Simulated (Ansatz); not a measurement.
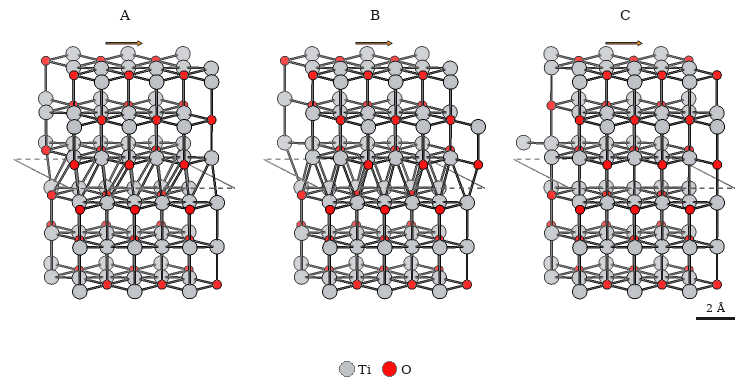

Energy scan for crystalline Ti2O (P-3m1), in which the crystal above a cut along the (1 0 1) plane of the conventional cell (between a plane of O/Ti below and one of O/Ti above, 1.97 Å apart) is slid rigidly by fractions of an in-plane lattice vector 2.95 Å long (a generalised stacking fault). One cut stands in each cell, which starts 11.3 Å high; nothing is relaxed, and the dashed outline marks the cut, the arrow on top the direction of slip. A ball-and-stick model of the layers on both sides of the cut, seen from the side, nearly along the cut plane.

Method: DFT r2SCAN, scalar-relativistic, plane waves, PAW (Ansatz). (plane-wave cutoff 500 eV; k-point mesh 9 × 16 × 4; occupations gaussian; smearing width 0.15 eV; no spin polarisation). Energies (free energies at the smearing named) are counted from the relaxed crystal.

Question: Order these geometries by energy, lowest first.

Answer: Lowest first: C (the slip 0.00, 0 mJ/m²), B (the slip 0.20, 834 mJ/m²), A (the slip 0.40, 2445 mJ/m²). Over the whole scan: the curve starts and ends at zero, since a full lattice vector restores the crystal. Its highest computed point is 2445 mJ/m² at slip 0.40 and 0.60. The points are too sparse to place its extrema closely. Relaxation across the fault would lower the values.
